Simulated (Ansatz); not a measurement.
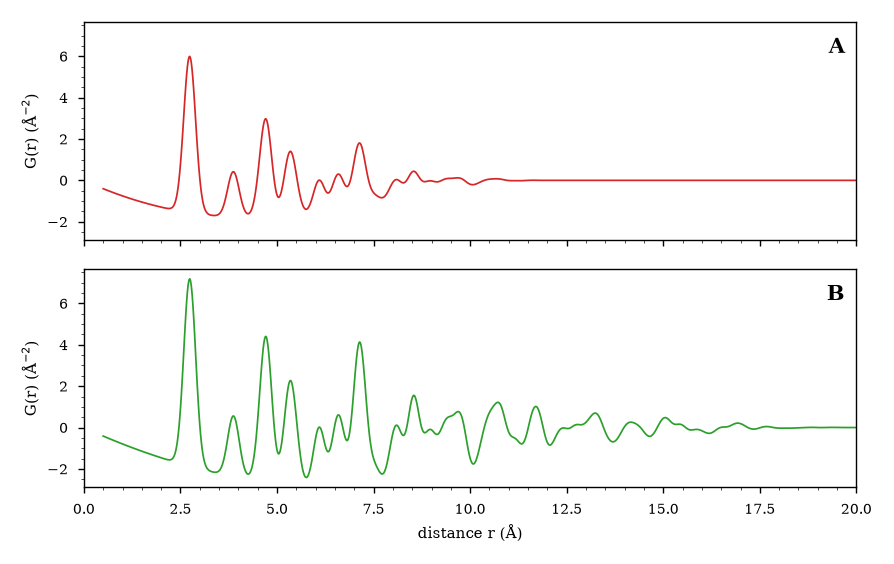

The curve is a calculated X-ray PDF: distances of the static structure, each pair weighted by the product of the atomic numbers (X-ray weights at Q = 0), broadened by Gaussians with σ = 0.15 Å, for spherical particles of Pd with the bulk structure: the bulk G(r) is multiplied by the envelope of a sphere of diameter D, 1 − 3r/2D + r³/2D³, with no surface relaxation. The number density is 0.0684 atoms per Å³. Basis of the simulation: the input geometry of an electronic-structure calculation (not necessarily at equilibrium); the starting structure was generated, so it need not be a known form of this composition.

The diameters are 12 and 20 Å. Which curve belongs to which?

Answer. curve A: 12 Å; curve B: 20 Å. The smaller the particle, the sooner the oscillations die out.
